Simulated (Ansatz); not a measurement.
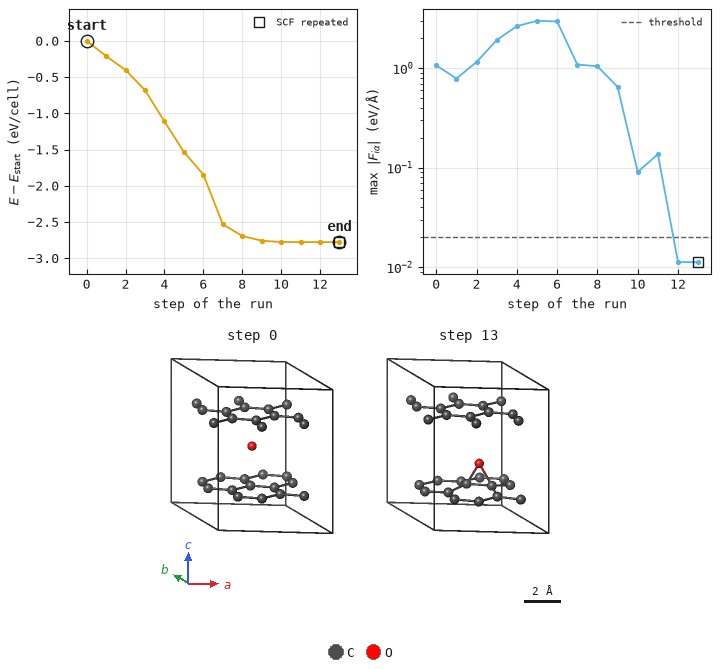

First and last geometry of a relaxation of a defect cell of composition C$_{28}$O, with the history of the run. A ball-and-stick model of the cell of the calculation (origin shifted), seen slightly off an axis.

Case: O interstitial, charge +0, atoms relaxed.

All numbers below come from Ansatz, DFT PBE, scalar-relativistic, plane waves, PAW. Settings: plane-wave cutoff 420 eV; k-point mesh 4 × 4 × 3; occupations gaussian; smearing width 0.1 eV; no spin polarisation; atoms relaxed in a fixed cell; force threshold 0.02 eV/Å; at most 60 steps.

Did the run converge, and what did it change?

Answer. It converged. The atom that moves furthest is the O atom (1.17 Å roughly along [1 0 −1]). By element the largest moves are O 1.17 Å, C 0.23 Å. The cell doesn't change. Some distances before and after: C–O 2.689 → 1.463 Å, C–O 2.338 → 1.463 Å, C–C 1.424 → 1.497 Å, C–C 1.424 → 1.464 Å. New bonds form, among them: C–O (2.34 → 1.46 Å), C–O (2.69 → 1.46 Å). The energy falls by 2.777 eV per cell of the calculation in 12 accepted moves (13 points after the start). The largest force component goes from 1.1 to 0.011 eV/Å. 1 step only repeated the SCF at the same geometry.

Limits of the set-up: the periodic images lie only 6.5 Å apart, so the values are limited by the cell's size.
